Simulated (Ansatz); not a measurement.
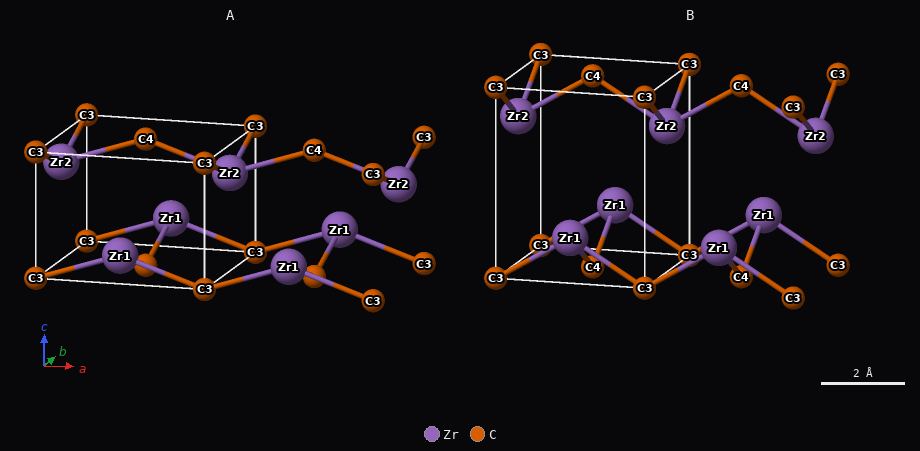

Two geometries of crystalline ZrC (built on the PbO type), drawn at one scale. One is the start of a relaxation, the other its converged end. A ball-and-stick model of the cell of the calculation, repeated 2 × 1 × 1 with one cell outlined, seen slightly off an axis.

Theory: DFT PBE, scalar-relativistic, plane waves, PAW in Ansatz 0.2.0. (plane-wave cutoff 420 eV; k-point mesh 10 × 10 × 8; occupations gaussian; smearing width 0.05 eV; no spin polarisation; cell and atoms relaxed; force threshold 0.01 eV/Å; at most 60 steps)

### Which geometry has the lower energy?

Structure A is the relaxed one. Over 14 accepted moves (16 points after the start) the energy falls by 612 meV per atom. The largest force component goes from 1.8 to 0.00064 eV/Å. The pressure goes from 2.95 to 0.01 GPa. The SCF was repeated twice at an unchanged geometry on a basis and grid sized afresh for the cell, which shifted the energy by 9.7 meV per atom at most. The largest moves relative to the cell, 0.039 Å, are those of Zr1 and Zr2. Zr1 goes along −c. C stays in place. Cell: a = b 3.745 → 4.248 Å (+13.4 %), c 4.719 → 3.119 Å (−33.9 %). Volume −15.0 %. Some distances before and after: Zr1–Zr1 4.719 → 3.119 Å, Zr1–Zr2 3.631 → 3.462 Å, Zr1–Zr2 (another image) 3.466 → 3.313 Å, Zr1–C3 2.181 → 2.236 Å. Bond angles that change, for instance: Zr1–C3–Zr1 118.3° → 143.6°, Zr1–C3–Zr2 105.2° → 95.6°. The space group stays P4/nmm (No. 129). Cost: 72 s on 2 threads of Arm Neoverse V2, on a shared host, peak memory 0.42 GiB.
